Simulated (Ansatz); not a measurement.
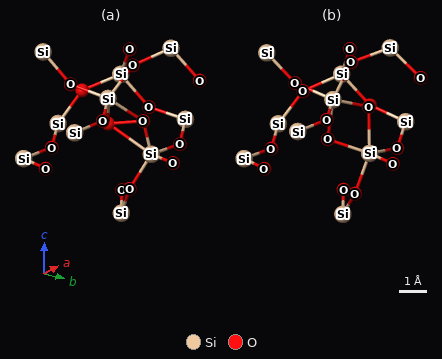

The structure of a defect cell of composition Si₅₄O₁₀₉ (cell charge −1) before (left) and after (right) a relaxation, at one scale.

A ball-and-stick model of the atoms within 4.2 Å of the atom that moves most (axes of the cell of the calculation (origin shifted)), seen from a free direction.

Computed with Ansatz 0.2.0, DFT, PBEsol, PAW, plane waves. (plane-wave cutoff 420 eV; k-point mesh 1 × 1 × 1; mesh shifted by (0.25, 0.25, 0.25); collinear spin; atoms relaxed in a fixed cell; force threshold 0.03 eV/Å; at most 80 steps)

Summarise the run.

The atom that moves furthest is an O atom (0.69 Å roughly along [0 −1 −3]). By element the largest moves are O 0.69 Å, Si 0.18 Å. The cell stays as it was. Near-neighbour distances that change, for instance: O–O 1.461 → 2.004 Å, O–Si 1.406 → 1.810 Å, O–Si 2.021 → 1.710 Å, O–Si 1.817 → 1.708 Å. Among the angles between lasting bonds that change: Si–O–Si 139.9° → 105.4°, O–Si–O 129.5° → 159.1°, O–Si–O 137.2° → 159.1°. Over 12 geometry steps the energy falls by 9.357 eV per cell of the calculation. The largest force component goes from 13 to 0.026 eV/Å.

Limits of the set-up: the cell is charged, on a uniform background, and energies carry no finite-size correction.
